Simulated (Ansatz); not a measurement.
# Geometry relaxation of Sn$_{8}$HO$_{17}$ (part 2 of 5)

Continued. System: Sn$_{8}$HO$_{17}$ (slab, 26 atoms in the cell). Method: DFT PBE, scalar-relativistic, plane waves, PAW, PAW set soft_1, spin-polarised (Ansatz 0.2.0); cutoff 420 eV, 2×2×1 k-mesh, Gaussian smearing of 0.05 eV, collinear spins. The structure derives from a Materials Project entry. The input holds or restrains some coordinates. Forces given for the steps count only the free coordinates. It belongs to a series of runs on one base structure; here: end point A relaxed.

### What the program printed, continued
```
relax step  30: F+E_penalty+E_count = -57839.21211379 eV  Δ(F+E_penalty+E_count) = -1.052e-2 eV  max|allowed force component| = 2.076e-1 eV/Å  Δτ_max = 0.1955 Å  (12 SCF iters, dr2 threshold 3.57e-5 eV, accepted)
relax step  31: F+E_penalty+E_count = -57839.22263754 eV  Δ(F+E_penalty+E_count) = -1.052e-2 eV  max|allowed force component| = 2.810e-1 eV/Å  Δτ_max = 0.1951 Å  (11 SCF iters, dr2 threshold 2.10e-5 eV, accepted)
relax step  32: F+E_penalty+E_count = -57839.23109374 eV  Δ(F+E_penalty+E_count) = -8.456e-3 eV  max|allowed force component| = 4.450e-1 eV/Å  Δτ_max = 0.1910 Å  (12 SCF iters, dr2 threshold 3.84e-5 eV, accepted)
relax step  33: F+E_penalty+E_count = -57839.24602783 eV  Δ(F+E_penalty+E_count) = -1.493e-2 eV  max|allowed force component| = 4.258e-1 eV/Å  Δτ_max = 0.1939 Å  (12 SCF iters, dr2 threshold 1.00e-4 eV, accepted)
relax step  34: F+E_penalty+E_count = -57839.26245079 eV  Δ(F+E_penalty+E_count) = -1.642e-2 eV  max|allowed force component| = 4.283e-1 eV/Å  Δτ_max = 0.1935 Å  (10 SCF iters, dr2 threshold 1.00e-4 eV, accepted)
relax step  35: F+E_penalty+E_count = -57839.29156298 eV  Δ(F+E_penalty+E_count) = -2.911e-2 eV  max|allowed force component| = 2.658e-1 eV/Å  Δτ_max = 0.1944 Å  (11 SCF iters, dr2 threshold 1.00e-4 eV, accepted)
relax step  36: F+E_penalty+E_count = -57839.33025937 eV  Δ(F+E_penalty+E_count) = -3.870e-2 eV  max|allowed force component| = 3.118e-1 eV/Å  Δτ_max = 0.1949 Å  (14 SCF iters, dr2 threshold 2.72e-5 eV, accepted)
relax step  37: F+E_penalty+E_count = -57839.40779193 eV  Δ(F+E_penalty+E_count) = -7.753e-2 eV  max|allowed force component| = 4.688e-1 eV/Å  Δτ_max = 0.1949 Å  (14 SCF iters, dr2 threshold 3.74e-5 eV, accepted)
relax step  38: F+E_penalty+E_count = -57839.55396654 eV  Δ(F+E_penalty+E_count) = -1.462e-1 eV  max|allowed force component| = 9.539e-1 eV/Å  Δτ_max = 0.1947 Å  (13 SCF iters, dr2 threshold 1.00e-4 eV, accepted)
relax step  39: F+E_penalty+E_count = -57839.84921376 eV  Δ(F+E_penalty+E_count) = -2.952e-1 eV  max|allowed force component| = 1.687e0 eV/Å  Δτ_max = 0.1947 Å  (14 SCF iters, dr2 threshold 1.00e-4 eV, accepted)
relax step  40: F+E_penalty+E_count = -57840.35635657 eV  Δ(F+E_penalty+E_count) = -5.071e-1 eV  max|allowed force component| = 2.297e0 eV/Å  Δτ_max = 0.1949 Å  (12 SCF iters, dr2 threshold 1.00e-4 eV, accepted)
relax step  41: F+E_penalty+E_count = -57840.89670141 eV  Δ(F+E_penalty+E_count) = -5.403e-1 eV  max|allowed force component| = 1.306e0 eV/Å  Δτ_max = 0.1947 Å  (12 SCF iters, dr2 threshold 1.00e-4 eV, accepted)
relax step  42: F+E_penalty+E_count = -57841.04535425 eV  Δ(F+E_penalty+E_count) = -1.487e-1 eV  max|allowed force component| = 3.343e0 eV/Å  Δτ_max = 0.1947 Å  (10 SCF iters, dr2 threshold 1.00e-4 eV, accepted)
relax step  43: F+E_penalty+E_count = -57841.09800541 eV  Δ(F+E_penalty+E_count) = -5.265e-2 eV  max|allowed force component| = 3.138e0 eV/Å  Δτ_max = 0.1948 Å  (8 SCF iters, dr2 threshold 1.00e-4 eV, accepted)
relax step  44: F+E_penalty+E_count = -57841.31015755 eV  Δ(F+E_penalty+E_count) = -2.122e-1 eV  max|allowed force component| = 1.390e0 eV/Å  Δτ_max = 0.1916 Å  (9 SCF iters, dr2 threshold 1.00e-4 eV, accepted)
relax step  45: F+E_penalty+E_count = -57841.46376789 eV  Δ(F+E_penalty+E_count) = -1.536e-1 eV  max|allowed force component| = 8.375e-1 eV/Å  Δτ_max = 0.2000 Å  (10 SCF iters, dr2 threshold 1.00e-4 eV, accepted)
relax step  46: F+E_penalty+E_count = -57841.72608885 eV  Δ(F+E_penalty+E_count) = -2.623e-1 eV  max|allowed force component| = 1.306e0 eV/Å  Δτ_max = 0.1953 Å  (11 SCF iters, dr2 threshold 1.00e-4 eV, accepted)
relax step  47: F+E_penalty+E_count = -57841.97637568 eV  Δ(F+E_penalty+E_count) = -2.503e-1 eV  max|allowed force component| = 1.336e0 eV/Å  Δτ_max = 0.1950 Å  (10 SCF iters, dr2 threshold 1.00e-4 eV, accepted)
relax step  48: F+E_penalty+E_count = -57842.12116461 eV  Δ(F+E_penalty+E_count) = -1.448e-1 eV  max|allowed force component| = 8.279e-1 eV/Å  Δτ_max = 0.1948 Å  (8 SCF iters, dr2 threshold 1.00e-4 eV, accepted)
relax step  49: F+E_penalty+E_count = -57842.22694487 eV  Δ(F+E_penalty+E_count) = -1.058e-1 eV  max|allowed force component| = 4.824e-1 eV/Å  Δτ_max = 0.1930 Å  (8 SCF iters, dr2 threshold 1.00e-4 eV, accepted)
relax step  50: F+E_penalty+E_count = -57842.28492617 eV  Δ(F+E_penalty+E_count) = -5.798e-2 eV  max|allowed force component| = 4.592e-1 eV/Å  Δτ_max = 0.1964 Å  (8 SCF iters, dr2 threshold 7.90e-5 eV, accepted)
relax step  51: F+E_penalty+E_count = -57842.29768495 eV  Δ(F+E_penalty+E_count) = -1.276e-2 eV  max|allowed force component| = 3.764e-1 eV/Å  Δτ_max = 0.1758 Å  (8 SCF iters, dr2 threshold 7.16e-5 eV, accepted)
relax step  52: F+E_penalty+E_count = -57842.30822424 eV  Δ(F+E_penalty+E_count) = -1.054e-2 eV  max|allowed force component| = 1.817e-1 eV/Å  Δτ_max = 0.2000 Å  (7 SCF iters, dr2 threshold 9.52e-5 eV, accepted)
relax step  53: F+E_penalty+E_count = -57842.31429213 eV  Δ(F+E_penalty+E_count) = -6.068e-3 eV  max|allowed force component| = 4.206e-1 eV/Å  Δτ_max = 0.1526 Å  (8 SCF iters, dr2 threshold 7.70e-6 eV, accepted)
relax step  54: F+E_penalty+E_count = -57842.31401764 eV  Δ(F+E_penalty+E_count) = +2.745e-4 eV  max|allowed force component| = 3.353e-1 eV/Å  Δτ_max = 0.1456 Å  (8 SCF iters, dr2 threshold 4.12e-5 eV, rejected (line search))
relax step  55: F+E_penalty+E_count = -57842.31670844 eV  Δ(F+E_penalty+E_count) = -2.416e-3 eV  max|allowed force component| = 6.727e-2 eV/Å  Δτ_max = 0.0728 Å  (10 SCF iters, accepted)
relax step  56: F+E_penalty+E_count = -57842.31832643 eV  Δ(F+E_penalty+E_count) = -1.618e-3 eV  max|allowed force component| = 4.636e-2 eV/Å  Δτ_max = 0.0505 Å  (10 SCF iters, accepted)
relax step  57: F+E_penalty+E_count = -57842.31870530 eV  Δ(F+E_penalty+E_count) = -3.789e-4 eV  max|allowed force component| = 3.091e-2 eV/Å  Δτ_max = 0.0394 Å  (9 SCF iters, accepted)
preconditioner: auto → Resta (q_TF=auto, 2.199 Å⁻¹)  ε∞=2.2  [insulator: Δε(μ)=0.549 eV  Ē_g=17.570 eV  σ=0.050 eV  W_gap=1.00  n_scr=148 (ndim 8)  ℏωp=19.4 eV  f_vac=0.514  D(μ)=0.00/eV (n_scr^D=0)  ε∞_Penn≈2.2  vacuum switching on, ρ_ref=2.2e-2 e/Å³]
spin=Collinear: Resta preconditioning applied to the charge; magnetization (m = ρ↑ − ρ↓) channel mixes plain (no charge-response kernel on spin).
relax step  58: F+E_penalty+E_count = -57842.31933757 eV  Δ(F+E_penalty+E_count) = -6.323e-4 eV  max|allowed force component| = 2.927e-2 eV/Å  Δτ_max = 0.1159 Å  (10 SCF iters, accepted)
```

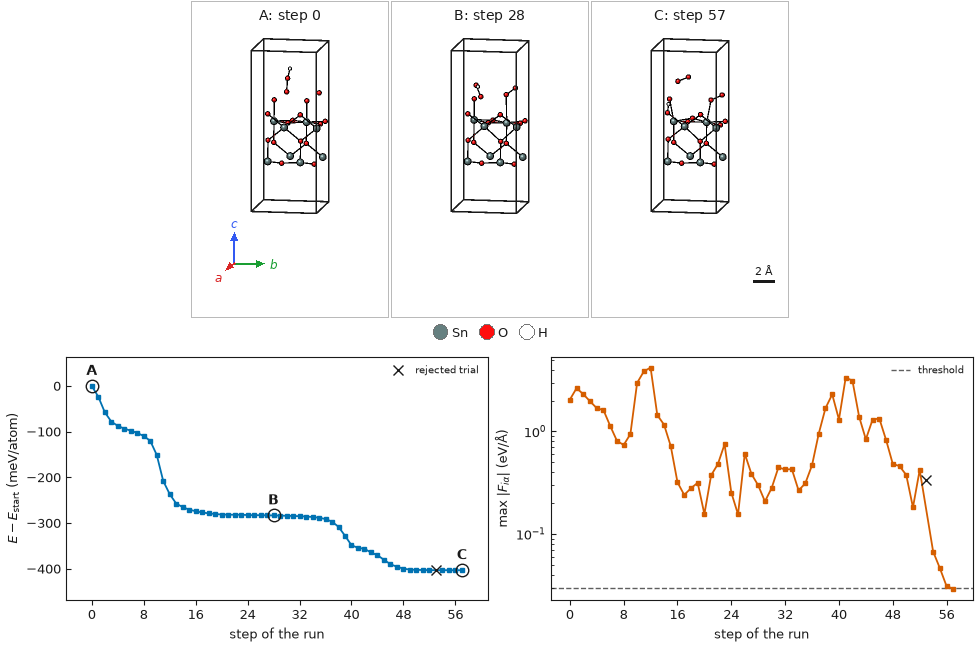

*Frames of the restrained relaxation (ball-and-stick view of the cell of the calculation, with the vacuum cut short (origin shifted), seen slightly off an axis) above the curves, on which the letters mark them (the first geometry is step 0 here and step 1 in the log).*

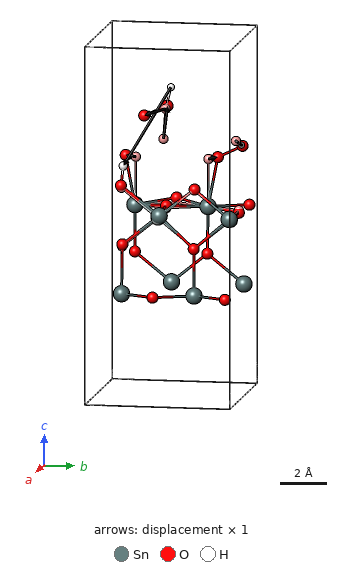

*Start (faint) and end (solid) with the displacements as black arrows, at true length (ball-and-stick view of the cell of the calculation, with the vacuum cut short (origin shifted), seen slightly off an axis).*

The largest move is that of H26, 4.06 Å. Largest moves by element: H 4.06 Å, O 1.82 Å, Sn 0.13 Å. The lattice vectors keep their values. Among the contacts that change: O24–H26 4.976 → 0.974 Å, O9–O10 2.972 → 1.354 Å, O10–O21 2.972 → 1.374 Å, O25–H26 0.977 → 2.402 Å. New bonds form: O10–O21 (2.97 → 1.37 Å), O24–H26 (4.98 → 0.97 Å), O9–O10 (2.97 → 1.35 Å). Bonds break: O25–H26 (0.98 → 2.40 Å). Among the angles that change: O18–Sn20–O21 180.0° → 169.3°, O6–Sn8–O9 180.0° → 169.5°, O11–Sn20–O21 89.6° → 81.1°. Over 57 geometry steps the energy falls by 403 meV per atom. Largest force component: 2 eV/Å at the start, 0.029 eV/Å at the end. The line search rejected the trial step at point 53 (counted from 0) and went back. (Atoms are counted from 1 in the order of the input.)

```
NSCF: frozen V_eff on 4 k-points
the band table was solved once a step of the walk had ended and its energy, with any forces and stress, was formed, with the checks that follow a solve (5871 applications of the Hamiltonian). They found nothing against the state; the energy, forces and stress were not computed again (output.eigenvalues in the input reference)
WARN: The output density's exchange-correlation potential varies sharply where the density is thin. Do not read a vacuum level from v_tot or v_xc, or from such a field of the output density. On a cell that repeats whose density bears no net charge and no dipole along the vacuum's axis use v_es (v_loc + v_h of the components); under efield.dipole_correction with no amplitude use v_es + v_field, which holds any external_charges[].barrier, or the levels of the report's work_function block, which leave it out; under a non-zero efield.amplitude the vacuum is tilted and has no level; on a cell that repeats and bears such a dipole with no correction it is tilted too, and efield.dipole_correction with no amplitude gives each side of its ramp a level where efield: is served; in a cell that repeats whose density bears a net charge (total_charge, or a fill off its count) it is curved and has none; of a slab under crystal.periodic whose density bears no net charge use v_es, which has a level on each side, short of where the two are joined; of another it falls or rises all the way out and has none; of a slab beside external_charges read slab_vacuum_level instead, which it has where they leave it neutral. The grid or the basis barely resolves most such structure, and the values can differ between equally converged runs; as a rule a tighter scf.convergence.dr2_threshold does not remove it. Where the density itself ripples (under the LDA too) a higher basis.ecutwfc lessens it. The files hold the spikes' plane waves up to the density's cutoff. Files: v_tot_of_output_density and the like, and their columns of v_z.tsv (output.write_potential); v_xc_of_output_density and the like, and their columns of v_comp_z.tsv (output.write_potential_components). Measured: with its Gaussian average of σ = 0.25 Å subtracted twice, the exchange-correlation potential is over 0.1 eV at 2445 of the grid points where the equally averaged density (valence and model cores) is under 1e-3 e/Å³, and 0.977 eV at the most among them, at an averaged density of 1.5e-6 e/Å³. The input density's (outcome.potential() and, of a run that writes arrays, v_tot and v_xc) is over 0.1 eV, so measured, at 2458 points of its own thin density, 0.970 eV at the most. See output.write_potential in the manual, Limitations
Magnetization: 1.0000 μB (108.0000 up, 107.0000 down)
Absolute magnetization: 3.0979 μB (∫|ρ↑−ρ↓|, with the PAW one-centre terms)
Spin contamination: 1.0064 ħ² per cell (⟨S²⟩ above its minimum at these occupations)
Per-site moments (μB) at R_I (Å): [(4.586507927374893e-6, 0.8630577946170787), (-5.330061704489609e-6, 0.8573893790364697), (-0.0006936585814315719, 0.8573893790364697), (-0.0006573431917889925, 0.854574559726875), (-2.425951622658187e-5, 0.863057660735918), (-0.0005588749576656447, 0.8630577946170785), (-4.281509466295321e-5, 0.8305119416470723), (-0.001362217997895999, 0.8592652293136936), (-0.18754561650800303, 0.558601783587282), (-0.2707882078659426, 0.558601783587282), (-0.011696683499365347, 0.856572449784494), (-0.004862714493162941, 0.8288630129965495), (-2.2726412493846294e-7, 0.8630577946170785), (6.786517955776114e-6, 0.863057660735918), (-0.0009596831893076276, 0.8713604719437542), (0.0011076098587743976, 0.8591762379987757), (-0.00010836355182299075, 0.8630576607359179), (-0.0006168291672801931, 0.8568774713006665), (-1.8090331702552335e-5, 0.8288630129965495), (-0.0004712646761993386, 0.854574559726875), (-0.17965353081653837, 0.5669261422451497), (0.5721120414394838, 0.5023404965820004), (-0.009551900972534827, 0.8607837834202768), (0.0003622016389020032, 0.4019091257494229), (0.5490507145814975, 0.5023404965820004), (9.490336346904957e-5, 0.4019091257494229)]
Free energy (F): -57842.319338 eV
Harris-Foulkes:  -57842.319338 eV  (|F-HF|=3.03e-9)
Internal energy: -57842.319338 eV  (E = F + TS)
E sigma→0 (E₀):  -57842.319338 eV
Fermi energy:    0.829820 eV
--- Per-component energies (eV) ---
  E_band       = -2570.505078
  E_kinetic    = 4207.186130
  E_local      = -103115.255293  (includes V_loc(G=0)·N_el)
  E_nonlocal   = 2055.303492
  E_hartree    = 49903.218796
  E_xc         = -2215.910754
  E_vxc        = -2184.583068  (∫ρ·V_xc dr)
  E_paw        = -37733.217790  (= ΣΔE_a)
  E_vpaw       = -3339.610223  (= ΣTr[D̂ρ^β])
  E_aug_tail   = 0.014433  (compensation charges beyond the density's cutoff)
  E_ewald      = 29056.341647
  E_smearing   = -0.000000  (= −TS)
  E_closure    = -0.000000  (closes the sum)
  Σ components = -57842.319338   (vs F -57842.319338, Δ=0.00e0)
--- Forces (eV/Å), atoms counted from 1 ---
  atom   1  Sn     0.29623494    -0.01312929    -0.56960958
  atom   2  Sn    -0.62072171    -0.05098645    -0.16899820
[...]
  atom   3  O      0.00400738    -0.00261525     0.00322681
  atom   4  O     -0.00221045    -0.00072041    -0.00419867
  atom   5  O      0.19855672     0.14111636    -0.24994521
  atom   6  O     -0.02387304    -0.22575401     0.76472829
  atom   7  Sn     0.00591982    -0.00608399    -0.00742764
  atom   8  Sn    -0.00514380    -0.01150665     0.00406803
  atom   9  O      0.00697318     0.02733415    -0.00233318
  atom  10  O      0.00236750    -0.02927100     0.01526999
  atom  11  O     -0.00038712     0.00072305     0.00221732
  atom  12  O     -0.00262845     0.00326406     0.01353296
  atom  13  Sn     0.31012865     0.01319680    -0.67710200
  atom  14  Sn    -0.41784707     0.05665417     0.61927982
  atom  15  O     -0.00176305    -0.00123547    -0.00305574
  atom  16  O     -0.00058049     0.00332736     0.00323294
  atom  17  O      0.23329596    -0.14217430    -0.28738810
  atom  18  O      0.01571932     0.21688845     0.56593107
  atom  19  Sn     0.00193616     0.00517429    -0.01489949
  atom  20  Sn    -0.00073192     0.01049988    -0.00509312
  atom  21  O     -0.00771569     0.00286512    -0.01201665
  atom  22  O     -0.00921985     0.01341236     0.00057211
  atom  23  O      0.00684213    -0.00262248    -0.00069227
  atom  24  O     -0.00655408     0.00723776     0.02498316
  atom  25  O      0.01056609    -0.00935133    -0.00216936
  atom  26  H      0.00683682    -0.00629362    -0.01216385
  max |Σ_I F_I| component: 5.06e-5 eV/Å
--- Band table (eV; the first three rows and the last of 8) ---
  k-point 0 ↑: bands = ["-26.4282", "-24.5889", "-21.3603", "-21.3324", "-20.9979", "-20.9605", "-20.8037", "-20.7207", "-20.6966", "-20.6514", "-20.6485", "-20.5809", "-20.5535", "-20.5297", "-20.5011", "-20.4960", "-20.4414", "-20.3184", "-20.2677", "-20.2344", "-20.2195", "-20.1776", "-20.1568", "-20.1297", "-20.0535", "-20.0495", "-19.9587", "-19.9550", "-19.9342", "-19.9126", "-19.9069", "-19.8904", "-19.8824", "-19.8493", "-19.8401", "-19.8210", "-19.7928", "-19.7849", "-19.7312", "-19.7286", "-19.6963", "-19.6298", "-19.1086", "-18.8826", "-18.3261", "-17.4749", "-17.4112", "-17.3774", "-17.1915", "-16.7486", "-16.6505", "-16.5903", "-16.3020", "-16.1030", "-15.2633", "-14.3578", "-13.0732", "-8.6066", "-7.8262", "-7.5750", "-7.2955", "-7.1710", "-7.1332", "-6.9962", "-6.6726", "-6.5343", "-6.3661", "-6.2418", "-6.1946", "-5.8168", "-5.5848", "-4.8256", "-4.6383", "-4.1353", "-4.0599", "-3.9324", "-3.7658", "-3.6508", "-3.3610", "-3.2828", "-3.1999", "-2.8608", "-2.8034", "-2.7658", "-2.6478", "-2.3713", "-2.2058", "-2.1525", "-2.0287", "-2.0176", "-1.9257", "-1.7712", "-1.7018", "-1.6346", "-1.5383", "-1.4764", "-1.3929", "-1.2622", "-1.2009", "-1.0486", "-0.9773", "-0.7956", "-0.6034", "-0.5812", "-0.2090", "-0.0421", "0.2010", "0.3558", "1.1278", "2.0169", "2.8737", "2.9279", "3.9018", "3.9274", "4.2713", "4.4499", "4.6593", "4.9918", "5.2045", "5.3448", "5.6968", "5.7115", "5.8382", "6.1753", "6.7555", "7.0565", "7.2338", "7.4438", "7.5557", "7.8172", "7.9638", "8.1196", "8.4764", "8.6109"]
```
